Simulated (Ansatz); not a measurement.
**C (slab): density, localisation and related maps**

```xyz
4
Lattice="2.4657 0.0000 0.0000 1.2329 2.1354 0.0000 0.0000 0.0000 32.6001" Properties=species:S:1:pos:R:3 pbc="T T T"
C     0.6126    0.3537   14.5051
C     1.8454    1.0655   14.5051
C     0.6126    0.3537   18.0950
C     1.8454    1.0655   18.0950
```

Theory: DFT PBE+D3(BJ), scalar-relativistic, plane waves, PAW (Ansatz 0.2.0).

Core electrons are frozen (PAW), and the valence fields are smoothed inside the atomic spheres.

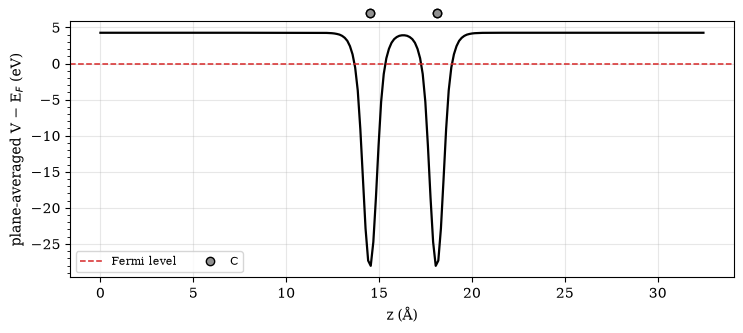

Figure 1. Plane average of the electrostatic potential (local pseudopotential plus Hartree) felt by an electron across the slab. Circles mark the heights of the atoms.

### How far above the Fermi level of the calculation is the vacuum level?

4.3 eV. The slab has a gap, so the Fermi level lies inside it and this isn't a work function in the metallic sense.

### What are the slab's thickness and the vacuum gap?

The outermost nuclei are 3.6 Å apart, in 2 atomic planes; the vacuum between periodic images is 29.0 Å wide.

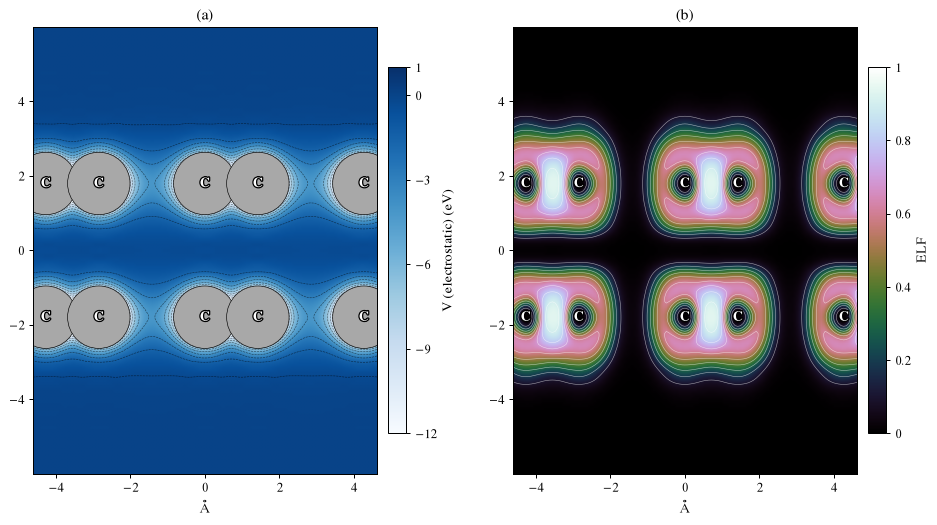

Figure 2. (a) electrostatic potential (local pseudopotential plus Hartree) felt by an electron; (b) ELF on the (11̄0) plane of the calculation cell, a cut from vacuum to vacuum. Grey discs cover the atomic cores in the potential map.

### What does the map show?

- The section cuts through C sites.
- C–C (1.42 Å): the ELF peaks at about 0.95 between the atoms, as expected for localised, covalent bonding.
- Outside the cores the potential energy rises away from the atoms and is highest in the vacuum; its zero is arbitrary.

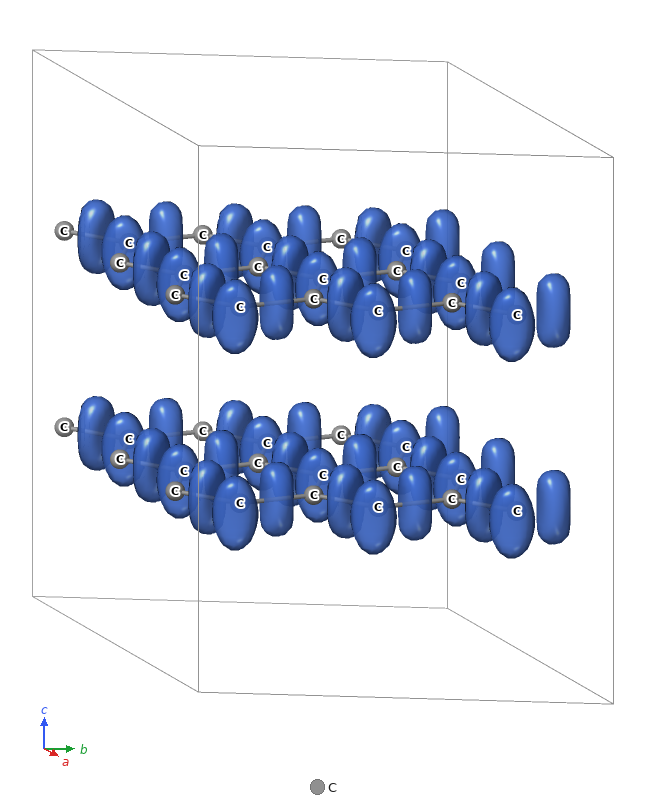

Figure 3. Isosurface of the electron localisation function at 0.8 (blue), seen slightly off an axis. Core shells and regions of very low density are left out. Sticks mark near contacts.

### Identify the bonds, lone pairs and shells in this picture.

The ELF exceeds this value in six regions between bonded C–C atoms (shared pairs), counted in one cell of 4 atoms. Counts are for one cell; the picture repeats the cell along the surface.
